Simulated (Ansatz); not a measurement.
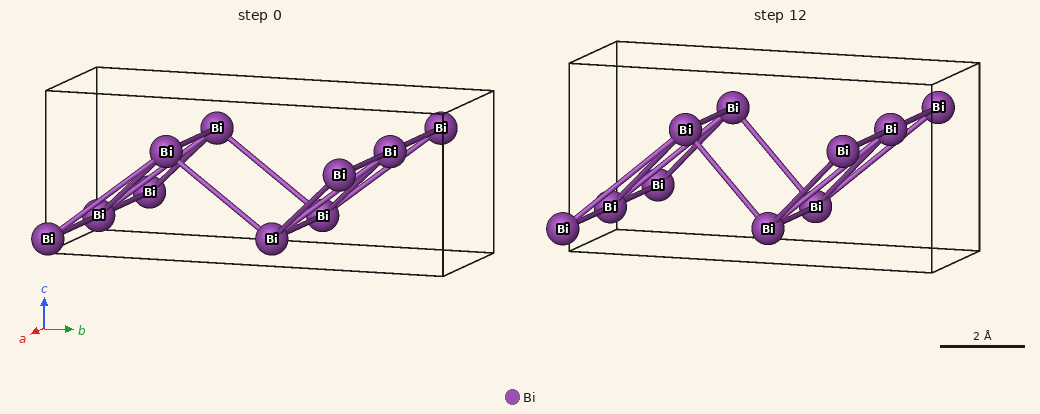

The structure of solid Bi (built on the Ga_63 type) before (left) and after (right) a relaxation, at one scale.

Style: ball-and-stick. Shown: the conventional cell (2 times the calculation's cell), repeated 2 × 1 × 1 with one cell outlined, slightly off an axis. Lengths and directions refer to the drawn axes.

Case: Ga type (Cmcm, No. 63).

These are results of DFT PBE, scalar-relativistic, plane waves, PAW (Ansatz), not measurements.

The input:
```yaml
crystal:
  lattice:
    - [1.794729496, -5.0314313112, 0.0]
    - [1.794729496, 5.0314313112, 0.0]
    - [0.0, 0.0, 3.9236500016]
  atoms:
    - { symbol: Bi, position: [0.867, 0.133, 0.25] }
    - { symbol: Bi, position: [0.133, 0.867, 0.75] }
basis:
  ecutwfc: 420
kpoints:
  mp_grid: { grid: [16, 16, 14] }
hamiltonian:
  xc: pbe
scf:
  occupations: { method: gaussian, width: 0.1 }
output:
  forces: true
  stress: true
  eigenvalues: true
relax:
  adjacent_minimum: "off"
  f_tol: 0.01
  max_steps: 80
  cell: { stress_tol: 0.05 }
```

Q: Describe what moved and what it gained.

A: The largest moves relative to the cell, 0.18 Å, are those of Bi1 and Bi2. Bi2 goes along +b. Cell: a 3.589 → 3.359 Å (−6.4 %), b 10.063 → 9.194 Å (−8.6 %), c 3.924 → 4.547 Å (+15.9 %). Volume −0.9 %. Some distances before and after: Bi1–Bi1 3.589 → 3.359 Å, Bi1–Bi2 3.319 → 3.089 Å, Bi1–Bi2 (another image) 3.552 → 3.777 Å. Among the angles between lasting bonds that change: Bi2–Bi1–Bi2 72.5° → 94.8°. The space group stays Cmcm (No. 63). Over 9 accepted moves (12 points after the start) the energy falls by 0.189 eV per cell of the calculation. Largest force component: 0.17 eV/Å at the start, 0.0015 eV/Å at the end. The pressure goes from −2.32 to 0.01 GPa. The line search rejected the trial step at point 5 of the run. At 2 points the geometry stayed and the basis and grid were re-selected for the new cell (energy shift of 3.1 meV per cell of the calculation at most each time).
